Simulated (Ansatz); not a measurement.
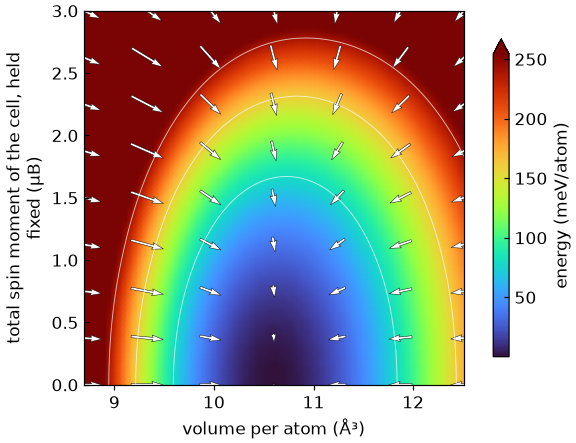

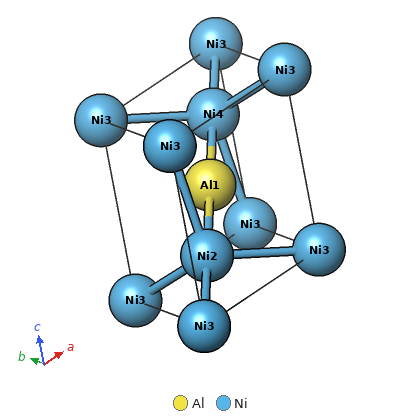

Energy landscape of AlNi3 (Fm-3m, No. 225; 4 atoms in the cell). The energy is mapped over volume and a fixed ferromagnetic moment. Coordinates scanned: (1) volume per atom; (2) total spin moment of the cell, held fixed. Nothing is relaxed (shape and fractional coordinates fixed). The grid has 7 × 9 points. Points are written as (first, second). All energies are given in meV/atom relative to the lowest grid point. The moment is held fixed and parallel; antiferromagnetic orders weren't tried. Theory: DFT LDA, scalar-relativistic, plane waves, PAW in Ansatz. Settings: cutoff 520 eV, k-mesh 14×14×14, gaussian smearing 0.15 eV.

The picture shows a smooth colour map with a few white contour lines, arrows along the force (downhill), their lengths compressed, one colour for all values above the top of the scale. Between grid points the surface is interpolated. The second picture is the structure at the lowest point.

> Describe this landscape.

The lowest grid point is at (10.60 Å³, 0.000 μB). It lies on the edge of the map, which is a mirror line here (the non-magnetic state). The highest grid point, (8.69 Å³, 3.000 μB), lies 746 meV/atom above the lowest.

Time for the 63 points that were run: 19 min on 4 threads of Arm Neoverse N1 (shared host).

PAW datasets: the set soft_1.
